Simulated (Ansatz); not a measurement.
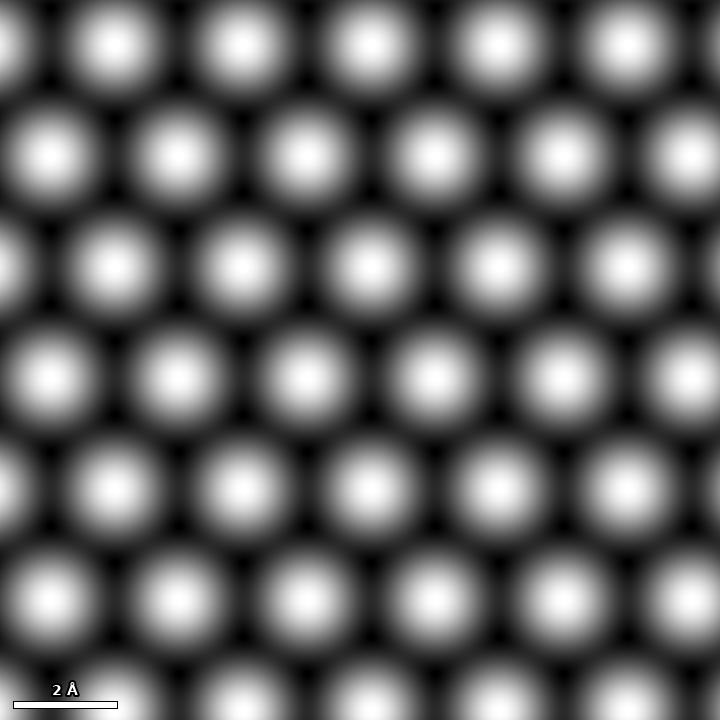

Z-contrast image of Ta. Simulated incoherent Z contrast: every atom adds Z^1.7 spread by a probe of 1.30 Å full width; channelling and multiple scattering are left out. The probe carries 15 % of its weight in a tail 2.5 times as wide. The display is stretched by a gamma of 0.65; percentages refer to the linear signal.

### What two-dimensional lattice does the image show, and how large is its cell?

The pattern repeats on a hexagonal net with a repeat of 2.5 Å.

### What is the plane group of the image?

p6mm: sixfold points with mirror lines through them.

### How many columns does the smallest repeating cell hold, and how many levels of brightness?

1 column in the primitive cell of 5.4 Å², all of one brightness.

The crystal is Ta (Fd-3m, No. 227) seen along [111]. Atomic positions: the geometry relaxed with DFT, PBE, plane waves (420 eV) with PAW, scalar-relativistic in Ansatz; the starting structure was generated, so it need not be a known form of this composition.
